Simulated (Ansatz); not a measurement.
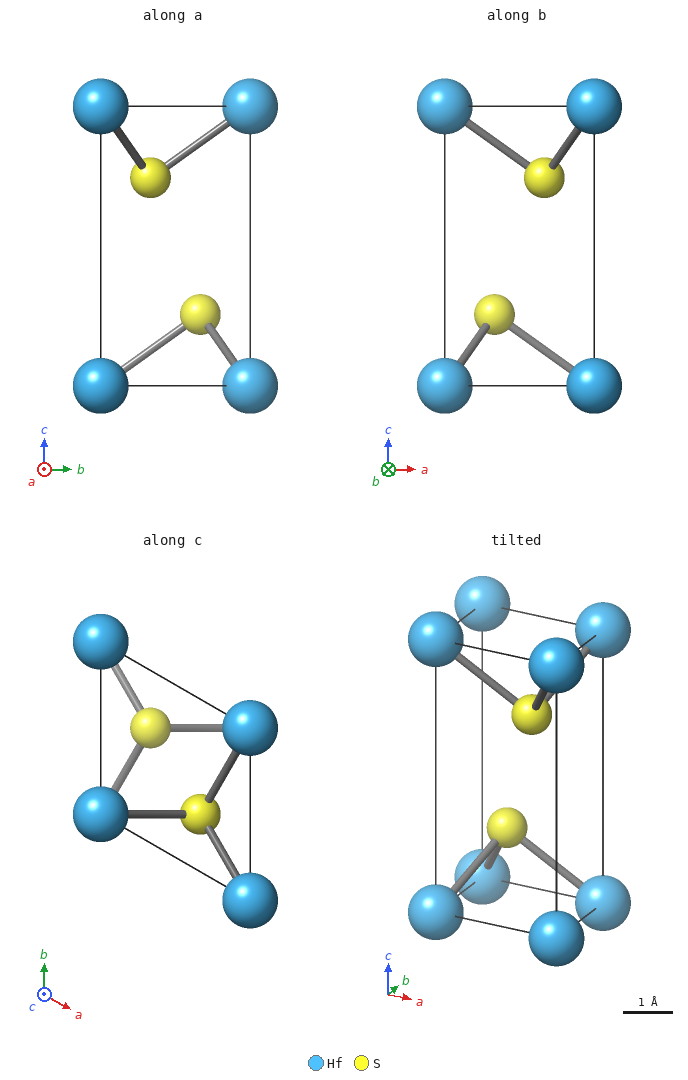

The structure above is drawn in ball-and-stick style and viewed along the a axis, along the b axis, along the c axis and slightly off an axis. The wireframe shows the conventional unit cell.

Lattice parameters: a = 3.550 Å, b = 3.550 Å, c = 5.748 Å, α = 90.00°, β = 90.00°, γ = 120.00°.

Question: Put the structure into a table of Wyckoff sites, with free fractional coordinates to two decimals.

Answer: Space group P-3m1 (No. 164).
```csv
atom,site,x,y,z
Hf,1a,0.00,0.00,0.00
S,2d,0.3333,0.6667,0.26
```

The structure was taken from a structure type filled with these elements by a generator (whether the compound takes this form wasn't checked). The cell was then strained or its atoms displaced on purpose. It was run through Ansatz as a DFT input.

At this level of theory the cell isn't at rest (compressed, at 6 GPa), so its distances can differ from those at equilibrium, the more so the softer the solid.
